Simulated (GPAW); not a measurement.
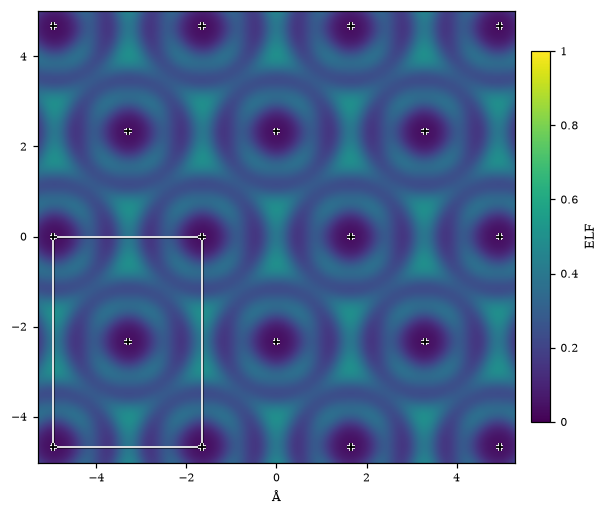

The electron localisation function on a plane through atoms (crosses mark nuclei in the plane).

The calculation used GPAW 26.7.0, Kohn-Sham DFT of a periodic cell, PBE, GPAW PAW data sets (gpaw-data 1.2.1).

Candidates:
A. Ta, a = 3.30 Å, b = 3.30 Å, c = 3.30 Å, α = 90.00°, β = 90.00°, γ = 90.00°. Space group Im-3m; computed pressure about 2 GPa in this cell.
B. HfN, a = 4.51 Å, b = 4.51 Å, c = 4.51 Å, α = 90.00°, β = 90.00°, γ = 90.00°. Space group Fm-3m; computed pressure about 7 GPa in this cell.
C. HfB₂, a = 3.14 Å, b = 3.14 Å, c = 3.48 Å, α = 90.00°, β = 90.00°, γ = 120.00°. Space group P6/mmm; computed pressure about 2 GPa in this cell.

Which candidate gave the map?

Answer. Candidate A: Ta on the (101) plane of the conventional cell, which holds Ta. Ta–Ta (2.86 Å): the ELF is about 0.30 at the midpoint (no shared electron pair shows on this line).
